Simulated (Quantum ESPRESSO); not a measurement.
**Run report: Al, fields calculation**

The run: fields calculation of Al (P-1, 2 atoms in the cell). Method and program: Kohn-Sham DFT of a periodic cell, PBE with D3(BJ), JTH 2.0 LDA, no spin polarisation (Quantum ESPRESSO 7.5).

The structure derives from a Materials Project entry. Some settings of this run were made unusual or wrong on purpose.

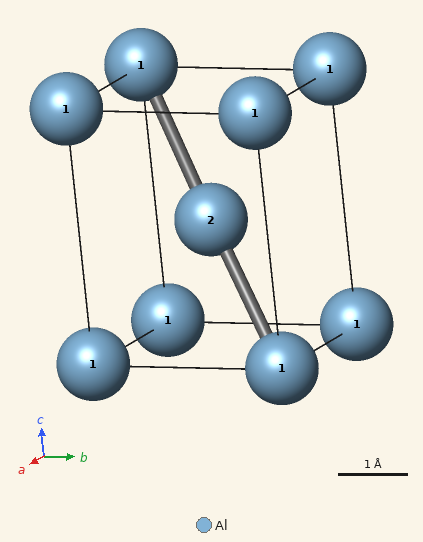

Fig. 1: The structure (ball-and-stick view of the cell of the calculation, seen slightly off an axis; atoms are numbered from 1 in the order of the input). An atom can appear more than once, as a periodic image. Near neighbours in the periodic cell (some may lie outside the picture): Al has 2 Al at 2.44 to 2.49 Å.

Input
```
&CONTROL
  calculation = 'scf'
  prefix = 'pwscf'
  outdir = './tmp'
  pseudo_dir = './pseudo'
  tprnfor = .true.
  tstress = .true.
  disk_io = 'low'
/
&SYSTEM
  ibrav = 0
  nat = 2
  ntyp = 1
  ecutwfc = 36
  ecutrho = 216
  nbnd = 8
  input_dft = 'pbe'
  occupations = 'smearing'
  smearing = 'mv'
  degauss = 0.00999582
  vdw_corr = 'grimme-d3'
  dftd3_version = 4
/
&ELECTRONS
  conv_thr = 4d-10
  electron_maxstep = 60
  mixing_beta = 1.5
  mixing_ndim = 1
/
ATOMIC_SPECIES
Al    26.9815 Al.LDA_PW-JTH.UPF
CELL_PARAMETERS angstrom
  -1.4063174600    1.8857434000    1.6638188300
   1.5025265500   -1.6837595700    1.5580441000
   2.6055416700    3.2662006400    0.2981929100
ATOMIC_POSITIONS crystal
Al     0.0063271800    0.0046127300    0.0070204900
Al     0.4936728200    0.4953872700    0.4929795100
K_POINTS automatic
10 10 7 0 0 0
```

Run on 1 thread of Intel Xeon (Sapphire Rapids), 16 GiB of memory available, shared host.

Run as:
```bash
OMP_NUM_THREADS=1 pw.x -in pw.in > pw.out
```

Log
```
This program is part of the open-source Quantum ESPRESSO suite
     for quantum simulation of materials; please cite
         "P. Giannozzi et al., J. Phys.:Condens. Matter 21 395502 (2009);
         "P. Giannozzi et al., J. Phys.:Condens. Matter 29 465901 (2017);
         "P. Giannozzi et al., J. Chem. Phys. 152 154105 (2020);
          URL
     in publications or presentations arising from this work. More details at

     file Al.LDA_PW-JTH.UPF: wavefunction(s)  3S 0S 3P 0P renormalized

     IMPORTANT: XC functional enforced from input :
     Exchange-correlation= PBE
                           (   1   4   3   4   0   0   0)
     Any further DFT definition will be discarded
     Please, verify this is what you really want

     Message from routine setup:
     using ibrav=0 with symmetry is DISCOURAGED, use correct ibrav instead

     G-vector sticks info
     --------------------
     sticks:   dense  smooth     PW     G-vecs:    dense   smooth      PW
     Sum         457     301    105                10883     5931    1239

     Using Slab Decomposition

     bravais-lattice index     =            0
     lattice parameter (alat)  =       5.4449  a.u.
     unit-cell volume          =     203.3792 (a.u.)^3
     number of atoms/cell      =            2
     number of atomic types    =            1
     number of electrons       =         6.00
     number of Kohn-Sham states=            8
     kinetic-energy cutoff     =      36.0000  Ry
     charge density cutoff     =     216.0000  Ry
     scf convergence threshold =      4.0E-10
     mixing beta               =       1.5000
     number of iterations used =            1  plain     mixing
     Exchange-correlation= PBE
                           (   1   4   3   4   0   0   0)

     celldm(1)=   5.444920  celldm(2)=   0.000000  celldm(3)=   0.000000
     celldm(4)=   0.000000  celldm(5)=   0.000000  celldm(6)=   0.000000

     crystal axes: (cart. coord. in units of alat)
               a(1) = (  -0.488080   0.654470   0.577449 )
               a(2) = (   0.521470  -0.584369   0.540738 )
               a(3) = (   0.904285   1.133575   0.103491 )

     reciprocal axes: (cart. coord. in units 2 pi/alat)
               b(1) = ( -0.534527  0.345280  0.888620 )
               b(2) = (  0.465795 -0.454557  0.908893 )
               b(3) = (  0.548732  0.448489 -0.044502 )

     PseudoPot. # 1 for Al read from file:
     Al.LDA_PW-JTH.UPF
     Pseudo is Projector augmented-wave + core cor, Zval =  3.0
     Generated using ATOMPAW code
     Shape of augmentation charge: SINC**2
     Using radial grid of  982 points,  4 beta functions with:
                l(1) =   0
                l(2) =   0
                l(3) =   1
                l(4) =   1
     Q(r) pseudized with 0 coefficients

     atomic species   valence    mass     pseudopotential
     Al                3.00    26.98150     Al( 1.00)

      2 Sym. Ops., with inversion, found ( 1 have fractional translation)

   Cartesian axes

     site n.     atom                  positions (alat units)
         1        Al     tau(   1) = (   0.0056658   0.0094037   0.0068745  )
         2        Al     tau(   2) = (   0.4631720   0.5924342   0.6039647  )

     --------------------------------------------
     DFT-D3 Dispersion Correction (3-body terms):
     --------------------------------------------
       Reference C6 values for interpolation:

         atom   Coordination number   C6
         Al         0.000          1081.08
         Al         0.965           875.51
         Al         1.931           513.50
         Al         2.915           307.19

       Values used:

         atom   Coordination number  R0_AB[au]  C6      C8
         Al         8.986            3.789    307.19  29441.29
         Al         8.986            3.789    307.19  29441.29

         Molecular C6 ( Ry / a.u.^6 ) =      1228.76

     number of k points=   352  Marzari-Vanderbilt smearing, width (Ry)=  0.0100

     Number of k-points >= 100: set verbosity='high' to print them.

     Dense  grid:    10883 G-vectors     FFT dimensions: (  30,  30,  40)

     Smooth grid:     5931 G-vectors     FFT dimensions: (  24,  20,  32)

     Initial potential from superposition of free atoms

     starting charge       5.9959, renormalised to       6.0000

     negative rho (up, down):  1.780E-03 0.000E+00
     Starting wfcs are   16 randomized atomic wfcs

     Self-consistent Calculation

     iteration #  1     ecut=    36.00 Ry     beta= 1.50
     Davidson diagonalization with overlap
     ethr =  1.00E-02,  avg # of iterations =  5.1

     Threshold (ethr) on eigenvalues was too large:
     Diagonalizing with lowered threshold

     Davidson diagonalization with overlap
     ethr =  2.29E-04,  avg # of iterations =  2.7

     negative rho (up, down):  3.108E-03 0.000E+00

     total energy              =     -78.88452146 Ry
     estimated scf accuracy    <       0.01378271 Ry

     iteration #  2     ecut=    36.00 Ry     beta= 1.50
     Davidson diagonalization with overlap
     ethr =  2.30E-04,  avg # of iterations =  1.9

     negative rho (up, down):  2.651E-03 0.000E+00

     total energy              =     -78.84768091 Ry
     estimated scf accuracy    <       0.00691090 Ry

     iteration #  3     ecut=    36.00 Ry     beta= 1.50
     Davidson diagonalization with overlap
     ethr =  1.15E-04,  avg # of iterations =  1.8

     negative rho (up, down):  2.374E-03 0.000E+00

     total energy              =     -78.85143350 Ry
     estimated scf accuracy    <       0.00211324 Ry

     iteration #  4     ecut=    36.00 Ry     beta= 1.50
     Davidson diagonalization with overlap
     ethr =  3.52E-05,  avg # of iterations =  2.6

     negative rho (up, down):  2.433E-03 0.000E+00

     total energy              =     -78.84551063 Ry
     estimated scf accuracy    <       0.00381628 Ry

     iteration #  5     ecut=    36.00 Ry     beta= 1.50
     Davidson diagonalization with overlap
     ethr =  3.52E-05,  avg # of iterations =  1.9

     negative rho (up, down):  2.235E-03 0.000E+00

     total energy              =     -78.84633492 Ry
     estimated scf accuracy    <       0.00005441 Ry

     iteration #  6     ecut=    36.00 Ry     beta= 1.50
     Davidson diagonalization with overlap
     ethr =  9.07E-07,  avg # of iterations =  3.7

     negative rho (up, down):  2.244E-03 0.000E+00

     total energy              =     -78.84632641 Ry
     estimated scf accuracy    <       0.00008870 Ry

     iteration #  7     ecut=    36.00 Ry     beta= 1.50
     Davidson diagonalization with overlap
     ethr =  9.07E-07,  avg # of iterations =  1.9

     negative rho (up, down):  2.243E-03 0.000E+00

     total energy              =     -78.84634078 Ry
     estimated scf accuracy    <       0.00001427 Ry

     iteration #  8     ecut=    36.00 Ry     beta= 1.50
     Davidson diagonalization with overlap
     ethr =  2.38E-07,  avg # of iterations =  1.9

     negative rho (up, down):  2.239E-03 0.000E+00

     total energy              =     -78.84634422 Ry
     estimated scf accuracy    <       0.00001555 Ry

     iteration #  9     ecut=    36.00 Ry     beta= 1.50
     Davidson diagonalization with overlap
     ethr =  2.38E-07,  avg # of iterations =  1.0

     negative rho (up, down):  2.240E-03 0.000E+00

     total energy              =     -78.84634569 Ry
     estimated scf accuracy    <       0.00000081 Ry

     iteration # 10     ecut=    36.00 Ry     beta= 1.50
     Davidson diagonalization with overlap
     ethr =  1.35E-08,  avg # of iterations =  2.0

     negative rho (up, down):  2.240E-03 0.000E+00

     total energy              =     -78.84634509 Ry
     estimated scf accuracy    <       0.00000374 Ry

     iteration # 11     ecut=    36.00 Ry     beta= 1.50
     Davidson diagonalization with overlap
     ethr =  1.35E-08,  avg # of iterations =  1.9

     negative rho (up, down):  2.240E-03 0.000E+00

     total energy              =     -78.84634588 Ry
     estimated scf accuracy    <       0.00000009 Ry

     iteration # 12     ecut=    36.00 Ry     beta= 1.50
     Davidson diagonalization with overlap
     ethr =  1.45E-09,  avg # of iterations =  1.9

     negative rho (up, down):  2.240E-03 0.000E+00

     total energy              =     -78.84634589 Ry
     estimated scf accuracy    <       0.00000007 Ry

     iteration # 13     ecut=    36.00 Ry     beta= 1.50
     Davidson diagonalization with overlap
     ethr =  1.12E-09,  avg # of iterations =  1.0

     negative rho (up, down):  2.240E-03 0.000E+00

     total energy              =     -78.84634589 Ry
     estimated scf accuracy    <       0.00000001 Ry

     iteration # 14     ecut=    36.00 Ry     beta= 1.50
     Davidson diagonalization with overlap
     ethr =  1.93E-10,  avg # of iterations =  2.0

     negative rho (up, down):  2.240E-03 0.000E+00

     total energy              =     -78.84634587 Ry
     estimated scf accuracy    <       0.00000009 Ry

     iteration # 15     ecut=    36.00 Ry     beta= 1.50
     Davidson diagonalization with overlap
     ethr =  1.93E-10,  avg # of iterations =  1.9

     negative rho (up, down):  2.240E-03 0.000E+00

     total energy              =     -78.84634589 Ry
     estimated scf accuracy    <          4.2E-10 Ry

     iteration # 16     ecut=    36.00 Ry     beta= 1.50
     Davidson diagonalization with overlap
     ethr =  6.96E-12,  avg # of iterations =  2.0

     negative rho (up, down):  2.240E-03 0.000E+00

     total energy              =     -78.84634589 Ry
     estimated scf accuracy    <          4.3E-10 Ry

     iteration # 17     ecut=    36.00 Ry     beta= 1.50
     Davidson diagonalization with overlap
     ethr =  6.96E-12,  avg # of iterations =  1.0

     negative rho (up, down):  2.240E-03 0.000E+00

     End of self-consistent calculation

     Number of k-points >= 100: set verbosity='high' to print the bands.

     the Fermi energy is     8.7683 ev

!    total energy              =     -78.84634589 Ry
     total all-electron energy =       -78.846346 Ry
     estimated scf accuracy    <          8.8E-11 Ry
     smearing contrib. (-TS)   =       0.00000970 Ry
     internal energy E=F+TS    =     -78.84635559 Ry

     The total energy is F=E-TS. E is the sum of the following terms:
     one-electron contribution =       6.74576953 Ry
     hartree contribution      =       0.03413250 Ry
     xc contribution           =      -4.34876872 Ry
     ewald contribution        =     -11.07778891 Ry
     DFT-D3 Dispersion         =      -0.05150205 Ry
     one-center paw contrib.   =     -70.14819793 Ry

     convergence has been achieved in  17 iterations

     negative rho (up, down):  2.240E-03 0.000E+00

     Forces acting on atoms (cartesian axes, Ry/au):

     atom    1 type  1   force =    -0.01310306   -0.01012813    0.00523074
     atom    2 type  1   force =     0.01310306    0.01012813   -0.00523074

     Total force =     0.024561     Total SCF correction =     0.000008

     Computing stress (Cartesian axis) and pressure

     negative rho (up, down):  2.240E-03 0.000E+00
          total   stress  (Ry/bohr**3)                   (kbar)     P=       99.40
   0.00057190   0.00060928  -0.00051240           84.13       89.63      -75.38
   0.00060928   0.00094914  -0.00064084           89.63      139.62      -94.27
  -0.00051240  -0.00064084   0.00050617          -75.38      -94.27       74.46

=------------------------------------------------------------------------------=
   JOB DONE.
=------------------------------------------------------------------------------=
```

What the run reported

```csv
quantity,value
outcome,converged
space group (tolerance 0.01 Å),P-1 (2)
electrons treated,6
free energy,−1072.7592 eV
Fermi energy,8.768 eV
gap on the k-point mesh,none (metallic)
pressure,9.94 GPa
largest force (length of the vector),0.447 eV/Å
wall time,32 s
peak memory,0.09 GiB
```

Some settings of this run were drawn to be unusual or wrong (mixing_beta set to 1.5; mixing_ndim set to 1). It converged; results that depend on the unusual settings are not reference values. Further notes kept with the run: potentials made for another functional. Notes on the run: negative rho. Points of doubt noted for this run: potentials made for another functional.
